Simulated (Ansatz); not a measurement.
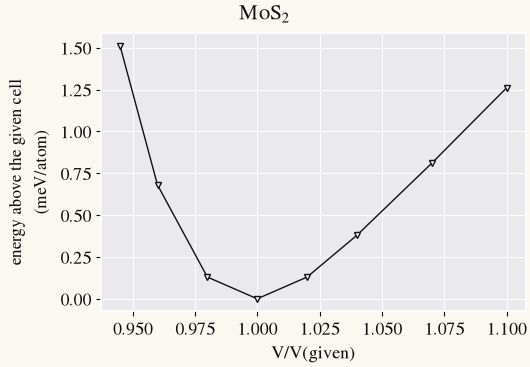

The picture above shows the energy above the given cell against V/V(given) for MoS₂, space group P-3m1 (No. 164) (cell built by us, not taken from a database).

Starting cell:
```
Mo S
1.0
     3.19341    0.00000    0.00000
    -1.59671    2.76558    0.00000
     0.00000    0.00000    6.77165
Mo S
1 2
Direct
  0.00000 0.00000 0.00000
  0.33333 0.66667 0.23384
  0.66667 0.33333 0.76616
```

Calculation (Ansatz 0.2.0): plane-wave density functional theory, PAW datasets, Gaussian smearing 0.05 eV: equation of state, the given cell scaled in volume with shape and atoms relaxed at each volume. Level: PBE, collinear spin. The state reached is without moments.

- PAW set: soft_2
- wave cutoff: 420 eV
- k mesh: 12×12×6

V(given) is 19.93 Å³/atom.

From this curve and the settings, what does the calculation give for the pressure at the same points?

The pressure falls from 0.578 GPa at V/V(given) 0.945 to −0.143 GPa at 1.100, and changes sign near 1.001.

```
V/V(given)  pressure (GPa)
     0.945           0.578
     0.960           0.345
     0.980           0.138
     1.000           0.008
     1.020          -0.116
     1.040          -0.147
     1.070          -0.125
     1.100          -0.143
```

Keep in mind: no dispersion term, layers or molecules are underbound; no fit given, since scatter or the place of the minimum failed its tests; not tested for a lower state; in some of the runs the starting moments died away.
